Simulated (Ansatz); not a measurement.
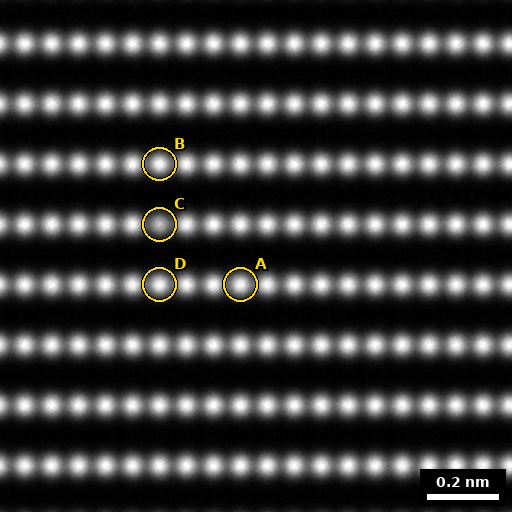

HAADF-like image of Cu (Fd-3m, No. 227) along [210]. Simulation: incoherent imaging, intensity Z^1.7 per atom, probe width 0.50 Å, thin sample. The probe carries 15 % of its weight in a tail 2.5 times as wide. Shot noise was added.

The sample is 4 repeats (61.2 Å) thick. One point defect was put into the perfect crystal, without relaxing the atoms around it. Brightness is counted from the darkest point of the image. Host structure: the end point of a relaxation with Ansatz, DFT PBE, scalar-relativistic, plane waves, PAW; the starting structure was generated, so it need not be a known form of this composition.

Q: Which ringed column holds the defect, and does it scatter more or less than its equals?

C; it scatters less. The column holds 4 atoms (Cu) through the sample, and one Cu atom is missing, so its peak drops to about 75 % of that of its equals.
